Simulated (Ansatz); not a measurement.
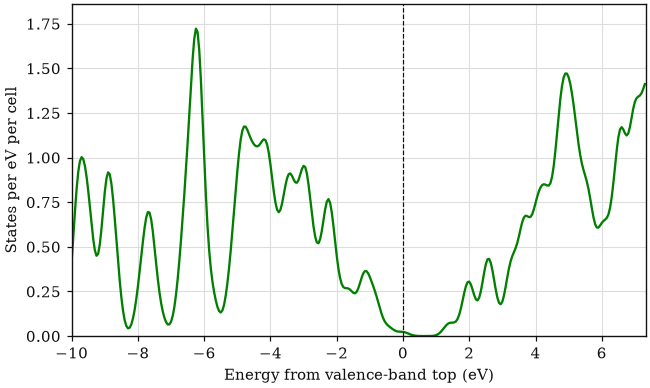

Density of states. Energies are counted from the top of the valence band. The curve is built from the levels of the k mesh with Gaussians 0.4 eV wide, which also blur the band edges.

Calculation on BP, space group I-4m2 (No. 119), 2 atoms in the cell, zincblende type, uniaxial (z) strain −4.2%.

Computed with Ansatz: DFT, HSE06, plane waves, PAW, no spin polarisation, 6×6×6 k mesh, 420 eV cutoff.

Metal or insulator, going by the density of states?

Answer. There is a gap; over the k points computed it is 1.35 eV (indirect; the smallest direct gap is 3.97 eV).

Where is the tallest peak of the filled states in the window?

Answer. Within the window shown, the tallest peak of the filled states lies 6.2 eV under the valence-band top, at about 1.7 states per eV and cell.

The cell is at 7 GPa in this functional.
